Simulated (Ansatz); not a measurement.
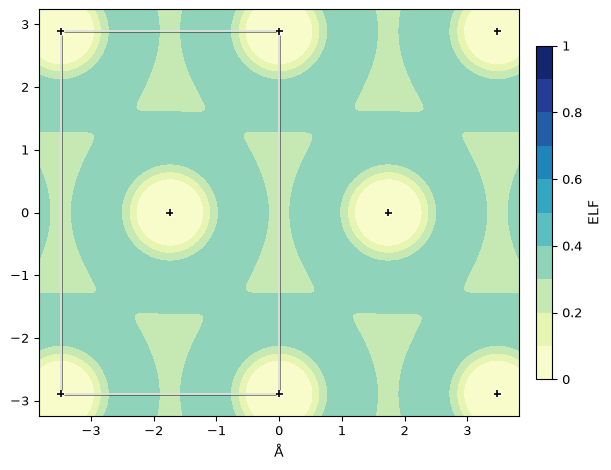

The ELF on a plane through atoms (crosses mark nuclei in the plane).

Level of theory: DFT PBE, scalar-relativistic, plane waves, PAW (Ansatz 0.2.0).

Candidates:
A. HfO₂, a = 3.53 Å, b = 3.53 Å, c = 5.24 Å, α = 90.00°, β = 90.00°, γ = 90.00°. Space group I4/mmm; changed on purpose from its base cell (strain -0.025 along x and y, +0.025 along z, atoms carried along); computed pressure about 4 GPa in this cell.
B. Si, a = 5.47 Å, b = 5.47 Å, c = 5.47 Å, α = 90.00°, β = 90.00°, γ = 90.00°. Space group Fd-3m.
C. Sn, a = 3.48 Å, b = 3.48 Å, c = 4.62 Å, α = 90.00°, β = 90.00°, γ = 90.00°. Space group I4/mmm.

Q: Which candidate gave the map?

A: Candidate C: Sn on the (011) plane of the conventional cell, which holds Sn. Sn–Sn (3.38 Å): the ELF is about 0.30 at the midpoint. Sn–Sn (3.48 Å): the ELF is about 0.25 at the midpoint; no localised pair shows between them.
